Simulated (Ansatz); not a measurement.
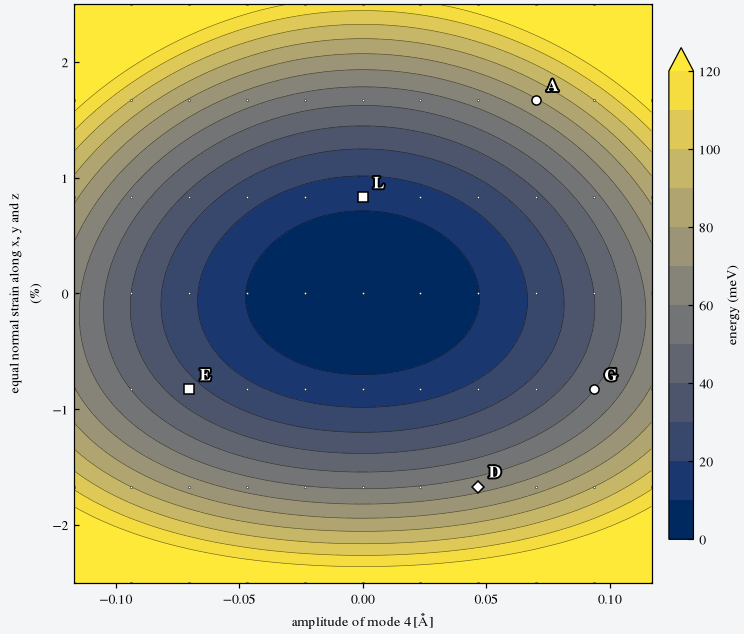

Si (I4/mmm, No. 139; 4 atoms in the cell). The energy is mapped over a normal mode and a strain (zone-centre modes of the 4-atom cell of this scan) (x along [1 0 0], y along [0 1 0], z along [0 0 1] of the conventional cell). Coordinates scanned: (1) amplitude of mode 4 (146 cm⁻¹), largest displacement in the unstrained cell; (2) equal normal strain along x, y and z. Nothing is relaxed (the pattern is fixed in fractional coordinates). The scan uses an 11 × 7 grid; 42 points were computed and 35 follow by symmetry. Points are written as (first, second). Energies: meV per cell, counted from the lowest grid point. All numbers below come from DFT PBE, scalar-relativistic, plane waves, PAW in Ansatz 0.2.0. Settings: cutoff 420 eV, k-mesh 10×10×10, gaussian smearing 0.05 eV, no spin polarisation.

Drawn: filled contours, dots at the grid points, one colour for all values above the top of the scale, lettered points. Between grid points the surface is interpolated.

> Rank the lettered points by energy, lowest first.

L (13 meV), E (34 meV), G (50 meV), D (66 meV), A (79 meV).

> What kind of point is each of A, D, G, L: minimum, saddle, maximum or slope?

A: on a slope; D: on a slope; G: on a slope; L: on a slope. (In these two coordinates alone; a stationary point may lie a little off the grid point.)

PAW datasets: the set soft_1.
